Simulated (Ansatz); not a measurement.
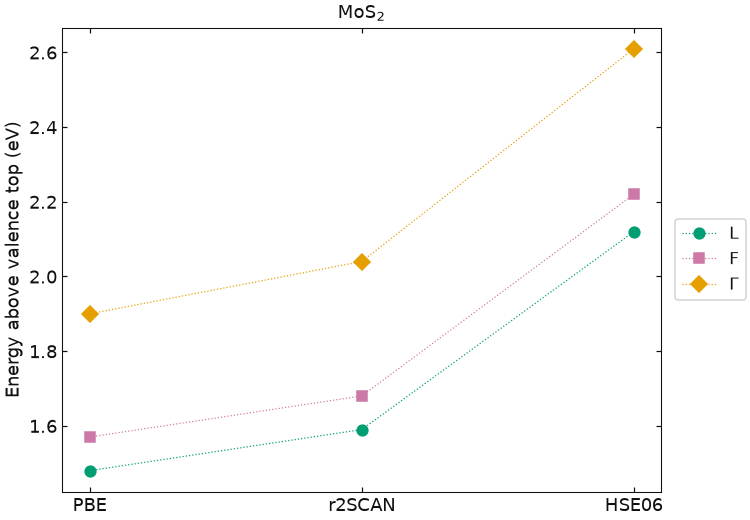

Lowest conduction level at each named k point, counted from the valence-band top at Z, by several methods on one cell of MoS$_{2}$, space group P1, 3 atoms in the cell, relaxed with r2SCAN+rVV10, then under +5.25 % shear xy strain; a = 6.47 Å, b = 6.45 Å, c = 6.46 Å, α = 27.82°, β = 29.09°, γ = 28.46°. All runs are without spin-orbit coupling and carry no moments. Points keep the names that they have in the unstrained cell. The names follow the standardised cell of this lattice; in reduced coordinates of the cell that was run, L is (0, 0, −0.5), F is (−0.5, 0, −0.5) and Z is (−0.5, −0.5, −0.5). The smallest gap lies off these points.

Q: Does HSE06 shift these levels rigidly from PBE?

A: The shifts are +0.64 eV at L, +0.65 eV at F and +0.71 eV at Γ, and at points that aren't plotted +0.70 eV (Z): over the named points that both runs hold, a spread of 0.07 eV on a mean of 0.68 eV, so one shift describes them well.

Q: How do the methods rank at L?

A: From low to high: PBE 1.48, r2SCAN 1.59, HSE06 2.12 eV.

Q: Do the methods agree on which of these conduction levels is lowest?

A: Yes: all put it at L.

| method | program | L (eV) | F (eV) | Γ (eV) |
| --- | --- | --- | --- | --- |
| PBE | Ansatz | 1.48 | 1.57 | 1.90 |
| r2SCAN | Ansatz | 1.59 | 1.68 | 2.04 |
| HSE06 | Ansatz | 2.12 | 2.22 | 2.61 |

Settings. PBE: Ansatz PAW set, 10×10×10 k mesh, 420 eV cutoff, Fermi-Dirac smearing of 0.02 eV (Ansatz). r2SCAN: Ansatz PAW set, 10×10×10 k mesh, 500 eV cutoff, fixed occupations (Ansatz 0.2.0). HSE06: Ansatz PAW set, 6×6×6 k mesh, 420 eV cutoff, fixed occupations (Ansatz).

Spin-orbit coupling is left out, which matters for Mo. The cell was built by a generator and needn't be a form met in nature. LDA, GGA and most meta-GGA functionals understate gaps. r2SCAN and HSE06: the PAW data sets were made with another functional. HSE06: the k mesh is thin for exact exchange. Over all k points computed the smallest gap is 0.95 eV in PBE, 1.04 eV in r2SCAN and 1.44 eV in HSE06, from the valence top at Z to the conduction bottom at a point off the named ones. The names follow the standardised cell of this lattice; in reduced coordinates of the cell that was run, Z is (−0.5, −0.5, −0.5).
